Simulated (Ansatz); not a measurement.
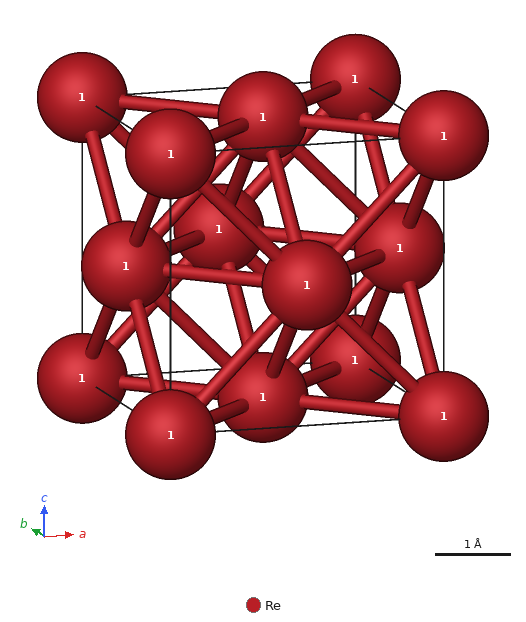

**Figure 1.** The input geometry (ball-and-stick view of the cell 4 times as large as that of the calculation, set on its symmetry axes, seen slightly off an axis; atoms are numbered from 1 in the order of the input). Near neighbours in the crystal (not all of them lie inside the picture): Re has 12 Re at 2.73 Å.

Geometry relaxation, with input and output: Re

The run: geometry relaxation of Re (Fm-3m, 1 atom in the cell). Method and program: DFT, LDA, all-electron LAPW, Dirac equation with spin-orbit coupling (Ansatz 0.2.0).

It belongs to a series of runs on one base structure; here: fcc relaxed, LAPW. Figures and captions count atoms from 1; the log counts them from 0 in places.

## The input
```yaml
crystal:
  lattice:
    - [0.0, 1.9313884284, 1.9313884284]
    - [1.9313884284, 0.0, 1.9313884284]
    - [1.9313884284, 1.9313884284, 0.0]
  atoms:
    - { symbol: Re, position: [0.0, 0.0, 0.0] }
kpoints:
  mp_grid: { grid: [18, 18, 18] }
scf:
  occupations: { method: fermi_dirac, width: 0.05 }
hamiltonian:
  xc: lda
  pseudopotentials: { kind: all_electron, lapw: { basis_error: 0.0005 } }
output:
  forces: true
  stress: true
  eigenvalues: true
  populations: true
relax:
  f_tol: 0.005
  max_steps: 25
  cell: {}
magnetization:
  noncollinear: true
  spin_orbit: true
```

Command:
```bash
ansatz run input.yaml --threads 2 --pin off --max-ram 5120MiB --backend cpu --events-out ev --progress --plain --runs-dir out
```

## Output
```
The last accepted step is kept in [file] (removed where the run ends without a failure and the disk answers)
Re: projections on atomic orbitals take those of the free atom 1s2 2s2 2p6 3s2 3p6 3d10 4s2 4p6 4d10 4f14 5s2 5p6 5d5 6s2, of charge +0.00 (hamiltonian.pseudopotentials.projection_atoms)
LAPW: plane waves up to 9.323 Å⁻¹, error target 5.0e-4 eV per atom; Dirac's equation on spinors; Re in spheres of 1.325 Å, 45 of its electrons in bands (how accurate: hamiltonian.pseudopotentials.lapw.basis_error, Limitations)
Engine: ansatz 0.2.0, aarch64-unknown-linux-gnu
Pseudopotentials: kind: all_electron
Pseudopotential: Re, LAPW, valence charge 45, lapw/all_electron/dirac/gaussian/Re, Dirac's equation, gaussian nucleus
Functional definition: SPW92
  exchange = slater_x
  correlation = pw_c
non-collinear run that drives no moment, with spin-orbit: no starting moment large enough to seed its density (crystal.atoms[].spin), no starting occupations that ask for one, no magnetisation constraint and no magnetic field, so the semilocal B_xc is pinned to zero
Crystal: 1 atoms, lattice volume = 14.409 Å³
Basis set: ecut = 331.1738291810691 eV, 181 PW (Γ), exchange–correlation at level 2
Bands: 54, of which v1, the nominal top of the filled ones, is band 45 counted from 1 (44 counted from 0)
Symmetry: 48 space group operations + 48 with time reversal
Magnetic group: BNS 225.117 (UNI 1619), of the structure as read, at distance tolerance 2.4e-5 Å
k-points: 195 of 5832
Non-local potential: Re, projectors of the file, none
Initial density: superposition of atomic densities (chi_scale 0.1, normalization cell)
Initial wavefunctions: plane waves of lowest kinetic energy (no species holds an atomic orbital)
Functional: x = slater, c = lda
iter 1 solved again at ethr=1.85e-4 eV; its pass at ethr=1.00e-1 eV (dr2=8.34e-2 eV) is discarded
SCF iter   1: F=—  HF=-454588.791054 eV  |F-HF|=—  |Δ(HF+E_count)|=         —  Δρ=3.43e-2  dr2=8.37e-2  dr2_m=0.00e0 (ungated)  ethr=1.85e-4  |M|=0.00e0 ∫|m|=0.00e0 μB  β_m=0.30  ⟨swp⟩=3.0  Hψ=64550  notcnv=0
preconditioner: auto → Kerker (q_TF=auto, 3.299 Å⁻¹)  [metal: Δε(μ)=0.023 eV  Ē_g=36.849 eV  σ=0.050 eV  W_gap=0.12  n_scr=14 (ndim 8)  ℏωp=50.8 eV  f_vac=0.000  D(μ)=0.68/eV (n_scr^D=8)]
spin=Noncollinear: Kerker preconditioning applied to the charge; magnetization (m_x, m_y, m_z) channels mix plain (no charge-response kernel on spin).
SCF iter   2: F=—  HF=-454588.642104 eV  |F-HF|=—  |Δ(HF+E_count)|=   1.49e-1  Δρ=2.33e-2  dr2=4.24e-2  dr2_m=0.00e0 (ungated)  ethr=1.85e-4  |M|=0.00e0 ∫|m|=0.00e0 μB  β_m=0.43  ⟨swp⟩=2.0  Hψ=32386  notcnv=0
SCF iter   3: F=—  HF=-454588.594768 eV  |F-HF|=—  |Δ(HF+E_count)|=   4.73e-2  Δρ=1.10e-2  dr2=1.19e-2  dr2_m=0.00e0 (ungated)  ethr=9.42e-5  |M|=0.00e0 ∫|m|=0.00e0 μB  β_m=0.49  ⟨swp⟩=2.0  Hψ=31231  notcnv=0
SCF iter   4: F=—  HF=-454588.592443 eV  |F-HF|=—  |Δ(HF+E_count)|=         —  Δρ=6.03e-3  dr2=4.13e-3  dr2_m=0.00e0 (ungated)  ethr=2.65e-5  |M|=0.00e0 ∫|m|=0.00e0 μB  β_m=0.74  ⟨swp⟩=2.0  Hψ=30887  notcnv=0
the basis was enlarged: its passes take 891.7 KiB over the memory plan, 2 of 2 planned eigensolver slots
iter 5 solved again at ethr=5.94e-7 eV; its pass at ethr=9.17e-6 eV (dr2=2.67e-4 eV) is discarded
SCF iter   5: F=—  HF=-454588.592343 eV  |F-HF|=—  |Δ(HF+E_count)|=   1.00e-4  Δρ=1.42e-3  dr2=2.67e-4  dr2_m=0.00e0 (ungated)  ethr=5.94e-7  |M|=0.00e0 ∫|m|=0.00e0 μB  β_m=0.87  ⟨swp⟩=2.0  Hψ=52417  notcnv=0
SCF iter   6: F=—  HF=-454588.592357 eV  |F-HF|=—  |Δ(HF+E_count)|=   1.41e-5  Δρ=3.72e-4  dr2=1.55e-5  dr2_m=0.00e0 (ungated)  ethr=5.92e-7  |M|=0.00e0 ∫|m|=0.00e0 μB  β_m=0.94  ⟨swp⟩=2.0  Hψ=30889  notcnv=0
SCF iter   7: F=—  HF=-454588.592355 eV  |F-HF|=—  |Δ(HF+E_count)|=   1.54e-6  Δρ=8.98e-5  dr2=1.19e-6  dr2_m=0.00e0 (ungated)  ethr=3.45e-8  |M|=0.00e0 ∫|m|=0.00e0 μB  β_m=0.97  ⟨swp⟩=2.0  Hψ=30889  notcnv=0
SCF iter   8: F=-454588.592355 eV  HF=-454588.592355 eV  |F-HF|=1.34e-8  |Δ(HF+E_count)|=   3.09e-7  Δρ=2.21e-5  dr2=4.76e-8  dr2_m=0.00e0 (ungated)  ethr=2.64e-9  |M|=0.00e0 ∫|m|=0.00e0 μB  ⟨swp⟩=2.0  Hψ=30891  notcnv=0
SCF 1 converged in 8 iterations: F = -454588.592355 eV  dr2 = 4.76e-8
relax step   1: F+E_penalty+E_count = -454588.59235510 eV  Δ(F+E_penalty+E_count) = +0.000e0 eV  max|allowed force component| = 0.000e0 eV/Å  Δτ_max = 0.0000 Å  P = +0.009 GPa  Ω = 14.409 Å³  (8 SCF iters, accepted)
Initial density: handed on by an earlier stage of this run
Initial wavefunctions: those handed on with the density
iter 1 solved again at ethr=6.87e-11 eV; its pass at ethr=1.00e-1 eV (dr2=3.09e-8 eV) is discarded
SCF iter   1: F=—  HF=-454588.592355 eV  |F-HF|=—  |Δ(HF+E_count)|=         —  Δρ=2.00e-5  dr2=4.53e-8  dr2_m=0.00e0 (ungated)  ethr=6.87e-11  |M|=0.00e0 ∫|m|=0.00e0 μB  β_m=0.30  ⟨swp⟩=6.6  Hψ=71254  notcnv=0  reapply=42
preconditioner: auto → Kerker (q_TF=auto, 3.299 Å⁻¹)  [metal: Δε(μ)=0.025 eV  Ē_g=37.556 eV  σ=0.050 eV  W_gap=0.12  n_scr=14 (ndim 8)  ℏωp=50.8 eV  f_vac=0.000  D(μ)=0.79/eV (n_scr^D=8)]
spin=Noncollinear: Kerker preconditioning applied to the charge; magnetization (m_x, m_y, m_z) channels mix plain (no charge-response kernel on spin).
SCF iter   2: F=-454588.592355 eV  HF=-454588.592355 eV  |F-HF|=4.42e-9  |Δ(HF+E_count)|=   1.69e-9  Δρ=1.70e-5  dr2=3.40e-8  dr2_m=0.00e0 (ungated)  ethr=6.87e-11  |M|=0.00e0 ∫|m|=0.00e0 μB  ⟨swp⟩=2.0  Hψ=30889  notcnv=0
SCF 2 converged in 2 iterations: F = -454588.592355 eV  dr2 = 3.40e-8
relax step   2: F+E_penalty+E_count = -454588.59235511 eV  Δ(F+E_penalty+E_count) = -7.276e-9 eV  max|allowed force component| = 0.000e0 eV/Å  Δτ_max = 0.0000 Å  P = +0.009 GPa  Ω = 14.409 Å³  stress off target by 8.51e-3 GPa  SCF on the basis re-selected at this cell (its energy is not comparable with the rows above)  (2 SCF iters)
```

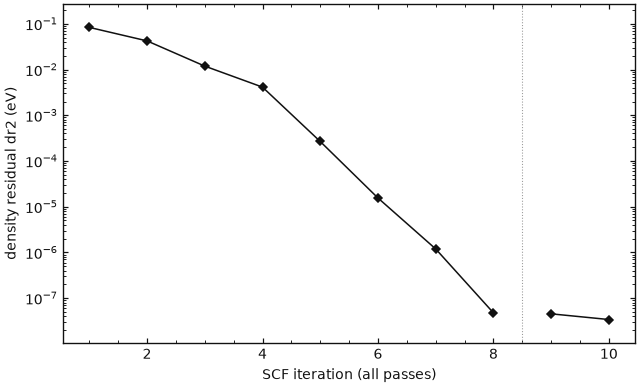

**Figure 2.** Convergence of the self-consistent field: density residual dr2 against the SCF iteration. The dotted lines part the SCF passes of the relaxation: geometry steps, rejected trials and re-solves on a re-selected basis. The passes take 8 and 2 iterations.

```
basis re-selected at this cell: Δ(F+E_penalty+E_count) = -7.276e-9 eV, ΔP = -0.000 GPa vs the last step (what re-selecting the basis moved, after the strain that the cell walked since its last selection, with what the two solves' SCF thresholds leave and, on support functions, any second-order correction that the steps lacked; it is no measure of the basis error at this ecutwfc). This SCF's stress stands 8.51e-3 GPa from its target on what of the cell is left free (relax.cell.stress_tol is 5.00e-2 GPa) and its largest allowed force component is 0.00e0 eV/Å (relax.f_tol is 5.00e-3 eV/Å): within both
SCF converged after 2 iterations
Magnetization: |M| = 0.0000 μB,  M = (+0.0000, +0.0000, +0.0000) μB
Absolute magnetization: 0.0000 μB (∫|m|)
  site 0: m = (+0.0000, +0.0000, +0.0000) μB, |m| = 0.0000 μB  (R = 1.32 Å)
Free energy (F): -454588.592355 eV
Harris-Foulkes:  -454588.592355 eV  (|F-HF|=4.42e-9)
Internal energy: -454588.585796 eV  (E = F + TS)
E sigma→0 (E₀):  -454588.589076 eV
Entropy (-TS):   -0.006559 eV (-6.559 meV/atom)
Fermi energy:    31.463124 eV
--- Per-component energies (eV) ---
  E_band       = -4695.650674
  E_kinetic    = 513672.808690
  E_xc         = -8805.052570
  E_electrostatic = -959456.341917  (all electrons and nuclei)
  E_smearing   = -0.006559  (= −TS)
  E_closure    = 0.000000  (closes the sum)
  E_atoms      = -454575.465645  (free atoms, spherical and without spin; not in F)
  Σ components = -454588.592355   (vs F -454588.592355, Δ=0.00e0)
  Basis errors (estimates in eV, not in F): energy 1.2e-4 per atom: plane waves 1.0e-4 (5.5e-5 summed), levels above the bands 3.6e-119, relativity 1.2e-8, radial functions 1.9e-5, core shells 3.7e-8; eigenvalues (radial functions only) 8.1e-7; not estimated: angular momenta, meshes, grids; target (lapw.basis_error) 5.0e-4; muffin-tin radii Re 1.325 Å
--- Forces (eV/Å), atoms counted from 1 ---
  atom   1  Re    -0.00000000    -0.00000000    -0.00000000
  max |Σ_I F_I| component: 3.45e-25 eV/Å
--- Stress (GPa, compression-positive) ---
        0.008506      -0.000000       0.000000
       -0.000000       0.008506      -0.000000
        0.000000      -0.000000       0.008506
  P = ⅓ Tr σ = 0.0085 GPa (0.085 kbar)
--- Band table (eV; the first three rows and the last of 195) ---
  k-point 0: bands = ["-461.6120", "-461.6120", "-388.5315", "-388.5315", "-388.5315", "-388.5315", "-225.6292", "-225.6292", "-225.6292", "-225.6292", "-212.1271", "-212.1271", "-212.1271", "-212.1271", "-212.1177", "-212.1177", "-48.4175", "-48.4175", "-17.9987", "-17.9987", "-6.8495", "-6.8495", "-6.8495", "-6.8495", "-6.8320", "-6.8320", "-6.6413", "-6.6413", "-6.6413", "-6.6413", "-4.3436", "-4.3436", "-4.3217", "-4.3217", "-4.3166", "-4.3166", "-4.3166", "-4.3166", "21.2339", "21.2339", "29.2440", "29.2440", "29.2440", "29.2440", "29.8476", "29.8476", "32.8476", "32.8476", "32.8476", "32.8476", "44.5677", "44.5677", "49.8903", "49.8903"]
  k-point 1: bands = ["-461.6120", "-461.6120", "-388.5315", "-388.5315", "-388.5315", "-388.5315", "-225.6292", "-225.6292", "-225.6292", "-225.6292", "-212.1271", "-212.1271", "-212.1271", "-212.1271", "-212.1177", "-212.1177", "-48.4136", "-48.4136", "-18.0089", "-18.0089", "-6.8506", "-6.8506", "-6.8493", "-6.8493", "-6.8321", "-6.8321", "-6.6780", "-6.6780", "-6.6481", "-6.6481", "-4.3433", "-4.3433", "-4.3215", "-4.3215", "-4.3170", "-4.3170", "-4.3169", "-4.3169", "21.3836", "21.3836", "29.1969", "29.1969", "29.3003", "29.3003", "29.8725", "29.8725", "32.7715", "32.7715", "32.8048", "32.8048", "44.8571", "44.8571", "49.4881", "49.4881"]
  k-point 2: bands = ["-461.6120", "-461.6120", "-388.5315", "-388.5315", "-388.5315", "-388.5315", "-225.6292", "-225.6292", "-225.6292", "-225.6292", "-212.1271", "-212.1271", "-212.1271", "-212.1271", "-212.1177", "-212.1177", "-48.4023", "-48.4023", "-18.0385", "-18.0385", "-6.8596", "-6.8596", "-6.8490", "-6.8490", "-6.8326", "-6.8326", "-6.7762", "-6.7762", "-6.6677", "-6.6677", "-4.3424", "-4.3424", "-4.3213", "-4.3213", "-4.3182", "-4.3182", "-4.3175", "-4.3175", "21.8143", "21.8143", "29.0081", "29.0081", "29.4412", "29.4412", "30.0171", "30.0171", "32.5868", "32.5868", "32.7219", "32.7219", "45.6380", "45.6380", "48.3008", "48.3008"]
  k-point 194: bands = ["-461.6120", "-461.6120", "-388.5315", "-388.5315", "-388.5315", "-388.5315", "-225.6292", "-225.6292", "-225.6292", "-225.6292", "-212.1271", "-212.1271", "-212.1271", "-212.1271", "-212.1177", "-212.1177", "-48.2436", "-48.2436", "-18.4401", "-18.4401", "-7.7182", "-7.7182", "-7.4010", "-7.4010", "-6.8439", "-6.8439", "-6.8425", "-6.8425", "-6.8328", "-6.8328", "-4.3323", "-4.3323", "-4.3300", "-4.3300", "-4.3283", "-4.3283", "-4.3152", "-4.3152", "26.2241", "26.2241", "27.5656", "27.5656", "28.7491", "28.7491", "31.8024", "31.8024", "36.2444", "36.2444", "41.3629", "41.3629", "41.8720", "41.8720", "43.1431", "43.1431"]
--- Relaxed structure (1 steps of the walk, 1 accepted, 1 SCFs on fresh bases) ---
  F+E_penalty+E_count = -454588.59235511 eV   max|allowed force component| = 0.000e0 eV/Å   (the final SCF, on the basis selected at the relaxed cell)
  cell:  # Å, volume = 14.4092 Å³
    - [0.0, 1.9313884284, 1.9313884284]
    - [1.9313884284, 0.0, 1.9313884284]
    - [1.9313884284, 1.9313884284, 0.0]
  atoms:
    - { symbol: Re, position: [0.0, 0.0, 0.0] }
--- Löwdin populations: 1 site ---
  site symbol       q [e]
     0     Re     74.7641
  spilling = 0.003145 (of n_electrons = 75.000000)
```

## Trajectory as extended XYZ (Å, eV, eV/Å), 2 frames, from step=1 to step=2
```
1
Lattice="0.0000 1.9314 1.9314 1.9314 0.0000 1.9314 1.9314 1.9314 0.0000" Properties=species:S:1:pos:R:3:forces:R:3 step=1 energy=-454588.59235 pressure_GPa=0.01
Re    0.0000    0.0000    0.0000    0.0000   0.0000   0.0000
1
Lattice="0.0000 1.9314 1.9314 1.9314 0.0000 1.9314 1.9314 1.9314 0.0000" Properties=species:S:1:pos:R:3:forces:R:3 step=2 energy=-454588.59235 pressure_GPa=0.01
Re    0.0000    0.0000    0.0000    0.0000   0.0000   0.0000
```

## Results in brief

- outcome: converged
- space group (tolerance 0.01 Å): Fm-3m (225)
- electrons in bands (core shells apart): 45
- free energy: −454588.5924 eV
- Fermi energy: 31.463 eV
- net moment of the cell: 0.00 μB
- integrated absolute moment: 0.00 μB
- pressure: 0.01 GPa
- final volume: 14.41 Å³
- largest force (length of the vector) at the end: under 0.001 eV/Å
- final cell: a = 2.731 Å, b = 2.731 Å, c = 2.731 Å, α = 60.00°, β = 60.00°, γ = 60.00°
- hardware: 2 threads of Arm Neoverse V2, 24 GiB of memory available, shared host
- wall time: 3.9 min (CPU time 7.6 min)
- peak memory: 0.97 GiB
